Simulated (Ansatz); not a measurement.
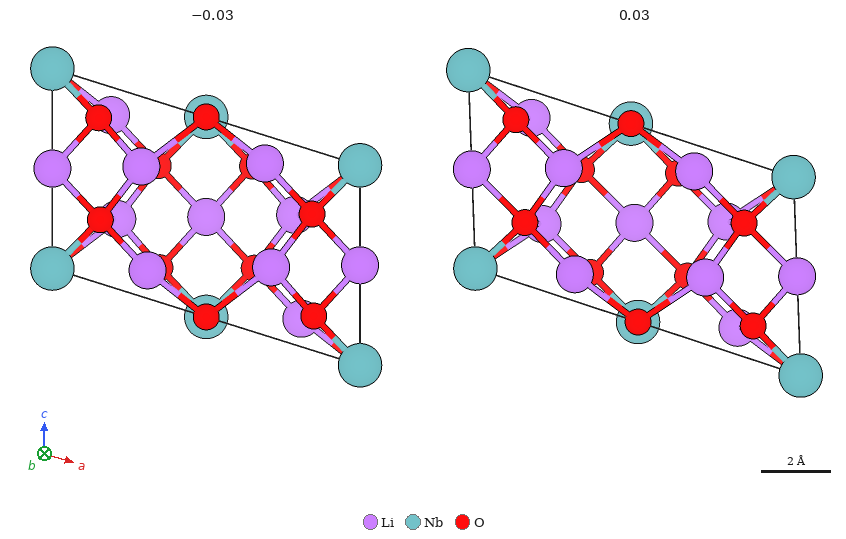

Solid Li5NbO5 (set up in C2/m), under biaxial strain in the a–b plane (c and atoms relaxed), with energies (extrapolated to zero smearing) counted from the relaxed crystal, which is the row at zero. The picture shows the first and the last member. The picture is a ball-and-stick view of the conventional cell (2 times the calculation's cell), seen along the b axis. Lengths and directions refer to the drawn axes.

Computed with Ansatz 0.2.0: DFT r2SCAN, scalar-relativistic, plane waves, PAW. Settings: plane-wave cutoff 500 eV; k-point mesh 6 × 6 × 4; occupations gaussian; smearing width 0.02 eV; no spin polarisation; force threshold 0.008 eV/Å.

| strain | energy (meV/atom) | a (Å) | b (Å) | c (Å) | band gap (eV) |
| --- | --- | --- | --- | --- | --- |
| −0.03 | 16.49 | 9.382 | 3.890 | 5.818 | 3.56 |
| −0.015 | 3.95 | 9.527 | 3.950 | 5.800 | 3.58 |
| 0.0 | 0.00 | 9.672 | 4.010 | 5.788 | 3.59 |
| 0.015 | ? | ? | ? | ? | ? |
| 0.03 | 13.82 | 9.962 | 4.130 | 5.776 | 3.54 |

One row is withheld. What does the calculation give there?

Answer. A parabola through three neighbouring rows (−0.015, 0.0, 0.03) gives, with Lagrange weights, (−0.3333)(3.95) + (1.0000)(0.00) + (0.3333)(13.82) = 3.29 meV/atom. The calculation gives 3.61 meV/atom (a = 9.817 Å, b = 4.070 Å, c = 5.779 Å). The estimate is 0.32 meV/atom too low. For the gap a parabola through the rows −0.015, 0.0, 0.03 gives 3.58 eV, and the calculation 3.58 eV (semilocal gaps, lower than measured ones as a rule). From the first member to the last: Li–O 2.041 → 2.186 Å, Li–O 1.980 → 2.116 Å, Li–Nb 2.768 → 2.897 Å.

The whole series:

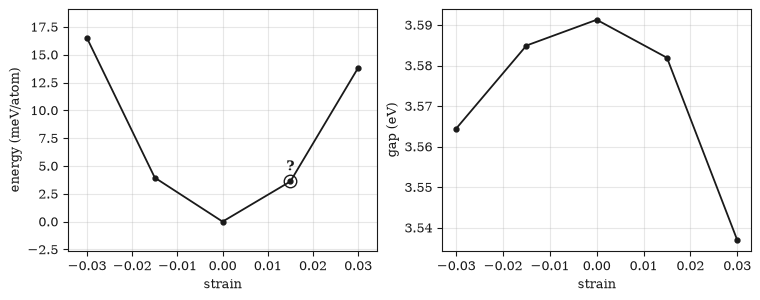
